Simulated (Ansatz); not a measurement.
Take the following structure.

```cif
data_structure
_symmetry_space_group_name_H-M 'P -3 m 1'
_symmetry_Int_Tables_number 164
_cell_length_a 3.6397
_cell_length_b 3.6397
_cell_length_c 6.0556
_cell_angle_alpha 90.000
_cell_angle_beta 90.000
_cell_angle_gamma 120.000
_cell_volume 69.47
loop_
_atom_site_label
_atom_site_type_symbol
_atom_site_symmetry_multiplicity
_atom_site_Wyckoff_symbol
_atom_site_fract_x
_atom_site_fract_y
_atom_site_fract_z
_atom_site_occupancy
Hf1 Hf 1 a 0.00000 0.00000 0.00000 1
S1 S 2 d 0.66667 0.33333 0.76395 1
```

Q: Give a crystallographic description of this input.

A: It has the composition HfS2. The lattice is primitive hexagonal and the space group P-3m1 (No. 164). The prototype is cadmium iodide (CdI₂, 1T) type. Atoms per cell: 3 (1 Hf, 2 S). The Hf atoms are each bonded to six S in an octahedral arrangement at 2.54 Å. S is linked to three Hf in a trigonal pyramidal arrangement at 2.54 Å. Not all metal-metal contacts are counted. The bonds build HfS2 layers parallel to (001).

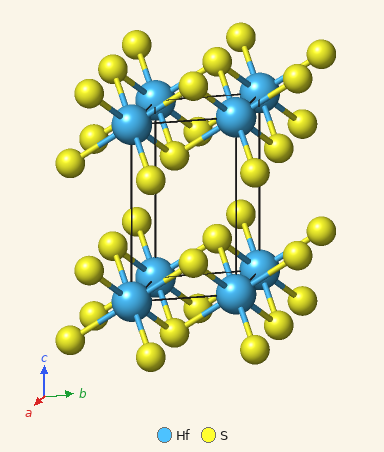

The figure gives a ball-and-stick picture of the atoms, viewed slightly off an axis. Lines trace the edges of the conventional unit cell. Atoms just outside the outline that bond to atoms inside are added.

The cell started as a structure listed in the Materials Project. The atoms were relaxed in a fixed cell with DFT PBEsol+D3(BJ), scalar-relativistic, plane waves, PAW (Ansatz 0.2.0).
